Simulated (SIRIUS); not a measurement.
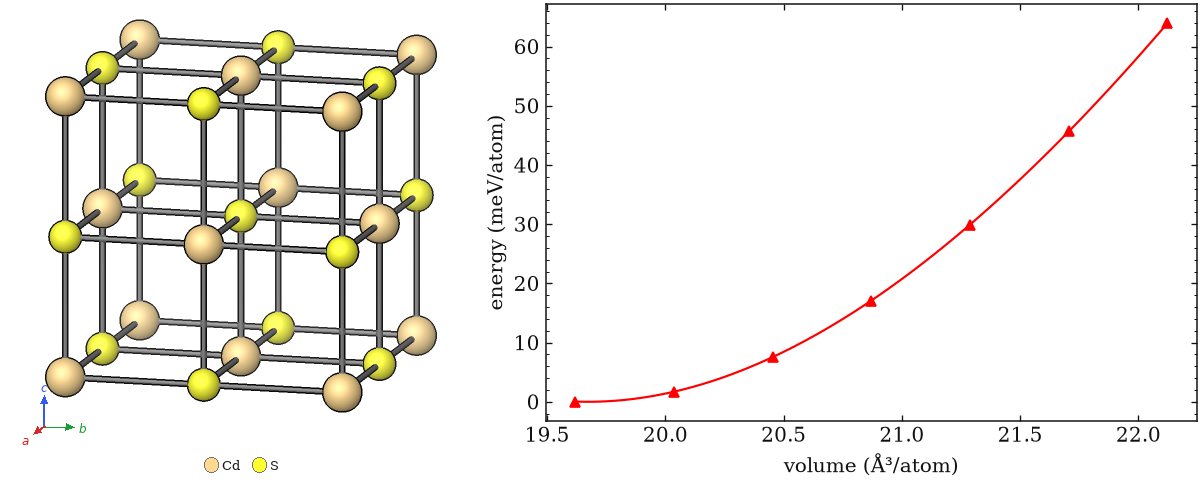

Plotted: energy against volume for CdS, space group Fm-3m (No. 225). The conventional cell is drawn beside the plot.

Structure:
```yaml
crystal:
  lattice:
    - [0.00000, 2.75324, 2.75324]
    - [2.75324, 0.00000, 2.75324]
    - [2.75324, 2.75324, 0.00000]
  atoms:
    - { symbol: Cd, position: [0.00000, 0.00000, 0.00000] }
    - { symbol: S, position: [0.50000, 0.50000, 0.50000] }
```

How it was computed, with SIRIUS 7.10.0: plane-wave DFT, no spin polarisation; energies at scaled volumes of the given cell, shape and fractions fixed, counted from the fit's minimum, third-order Birch-Murnaghan fit. Level: PBEsol.

- k mesh: 8×8×8
- occupations: Fermi–Dirac
- smearing width: 0.05 eV
- potentials: dojo sr pbesol 0.4.1 standard
- wave cutoff: 1388 eV
- density cutoff: 5552 eV

This calculation gives: equilibrium volume 19.67 Å³/atom and bulk modulus 84.2 GPa.

Now S is replaced by O on all its sites, which gives CdO in the same structure. The second calculation uses k mesh 10×10×10. How do these quantities change?

The equilibrium volume falls from 19.67 to 12.91 Å³/atom (−34 %) and the bulk modulus rises from 84.2 to 144.9 GPa (+72 %).

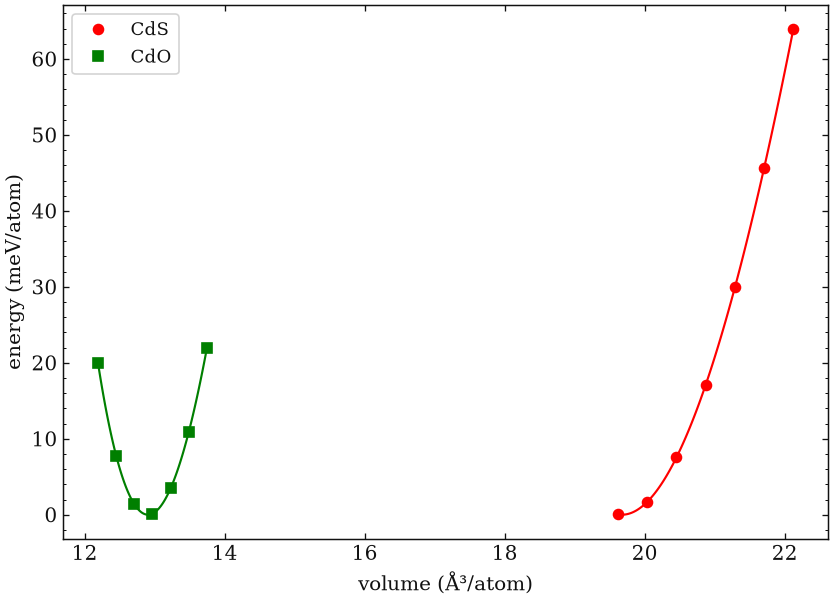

The two results together.

For CdS, limits of the calculation: the fit and the printed pressures don't fully agree, or the minimum lies near the end of the range.

V0 and the bulk modulus come from third-order Birch–Murnaghan fits.
